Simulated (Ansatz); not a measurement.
Input file:

```
crystal:
  lattice:
    - [-3.9105245017, 0.0, 0.0]
    - [0.0, 3.9105245017, 3.9105245017]
    - [0.0, 3.9105245017, -3.9105245017]
  atoms:
    - { symbol: Ti, position: [0.0, 0.5, 0.5] }
    - { symbol: Ti, position: [0.0, 0.0, 0.0] }
    - { symbol: Al, position: [0.5, 0.7315881476, 0.7684118524] }
    - { symbol: Al, position: [0.5, 0.2684118524, 0.2315881476] }
    - { symbol: Al, position: [0.5, 0.7315881476, 0.2315881476] }
    - { symbol: Al, position: [0.5, 0.2684118524, 0.7684118524] }
    - { symbol: Al, position: [0.0, 0.5, 0.0] }
    - { symbol: Al, position: [0.0, 0.0, 0.5] }
basis:
  ecutwfc: 520.0
kpoints:
  mp_grid: { grid: [10, 8, 8] }
hamiltonian:
  xc: lda
  pseudopotentials: { kind: paw, azcp: { folder: soft_1 } }
scf:
  occupations: { method: gaussian, width: 0.15 }
output:
  forces: true
  stress: true
  eigenvalues: true
  write_density: true
  write_potential: true
  elf: true
  volumetric_format: npy
```

Run with:

```sh
ansatz run input.yaml --threads 4 --pin off --max-ram 8192MiB --backend cpu --events-out ev --progress --plain --runs-dir out
```

Below, planes, directions and counts refer to the conventional cell (a = 5.53 Å, b = 5.53 Å, c = 3.91 Å, α = 90.00°, β = 90.00°, γ = 90.00°).

Space group P4/mmm; a structure from a database of computed crystals, not necessarily the ambient phase; not relaxed (largest force 1.4 eV/Å); computed without spin polarisation; PAW files of the earlier set (soft_1).

All numbers below come from DFT LDA, scalar-relativistic, plane waves, PAW in Ansatz 0.2.0.

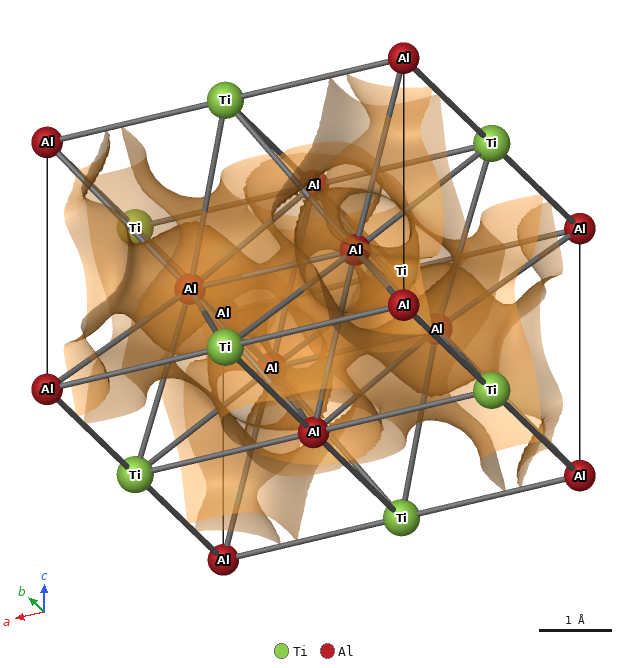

TiAl3. Isosurface of the ELF at 0.55 (orange), seen at an oblique angle. Only the valence region is drawn (cores and ρ < 0.01 e/Å³ removed). Sticks mark near contacts.

Core electrons are frozen (PAW), and the valence fields are smoothed inside the atomic spheres.

> Where are the electrons localised?

The ELF exceeds this value in one network that runs through the whole crystal, counted in one cell of 8 atoms. Any copies at cell faces, edges or corners count once. Profiles from the grid: Al–Al (2.56 Å): the ELF peaks at about 0.75 between the atoms. Ti–Al (2.77 Å): the ELF is about 0.35 at the midpoint.

> Does the calculation give a band gap?

It is metallic or semimetallic at this level of theory: no gap opens.
